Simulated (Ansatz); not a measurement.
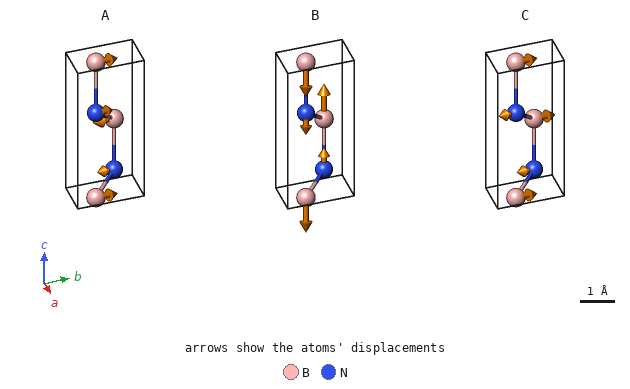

Modes of crystalline BN, space group P6₃mc (No. 186), at the zone centre (one member of each degenerate set). Displacements are drawn as orange arrows; their common scale and sign are arbitrary. The picture is a ball-and-stick view of the cell of the calculation, seen from a free direction.

All numbers below come from DFT r2SCAN, scalar-relativistic, plane waves, PAW (Ansatz 0.2.0).

Frequencies are those without the non-analytic (LO–TO) term.

Give the symmetry species and the selection rules of each.

A is E₂, Raman-active by symmetry (934 cm⁻¹). B is B₁, silent by symmetry (neither infrared- nor Raman-active) (1137 cm⁻¹). C is E₁, infrared- and Raman-active by symmetry (1041 cm⁻¹).
